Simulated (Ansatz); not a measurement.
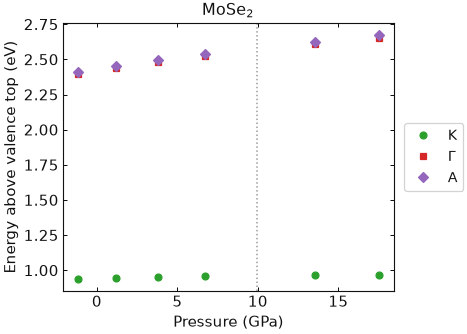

Lowest conduction level at each named k point, counted from the valence-band top at Γ. One run is left out (dotted line).

System: MoSe2, space group P6_3/mmc, 6 atoms in the cell. The cell is scaled at fixed shape and fractional positions. At 20.13 Å³/atom, a = 3.288 Å, c = 12.900 Å (hexagonal axes). Ansatz; m-r2SCAN, Ansatz PAW, no spin polarisation, no spin-orbit coupling, 9×9×2 k mesh, 500 eV cutoff.

```csv
pressure,K (eV),Γ (eV),A (eV),volume (Å³/atom)
−1.2 GPa,0.94,2.40,2.41,21.34
1.2 GPa,0.95,2.44,2.45,20.93
3.8 GPa,0.95,2.48,2.50,20.53
6.7 GPa,0.96,2.52,2.54,20.13
13.5 GPa,0.96,2.61,2.63,19.32
17.5 GPa,0.97,2.65,2.67,18.92
```

### Fill in the row for 10.0 GPa.

Fits through the other points give 0.96 eV at K, 2.56 eV at Γ and 2.57 eV at A (straight lines). The run itself gives 0.96, 2.56 and 2.58 eV, within 0.01 eV of the estimates.

### Which of these conduction levels is lowest, and does that change?

The lowest is the one at K, over the whole range, so among these points the gap stays indirect.

### What are the pressure coefficients?

Straight lines through the points have slopes of +1 at K, +14 at Γ and +14 at A (meV per GPa).

The cell's inner coordinates are idealised or old. Spin-orbit coupling is left out, which matters for Mo and Se. The PAW data sets were made with another functional. A mesh with an odd division misses points of the zone boundary, where a smaller gap can lie.
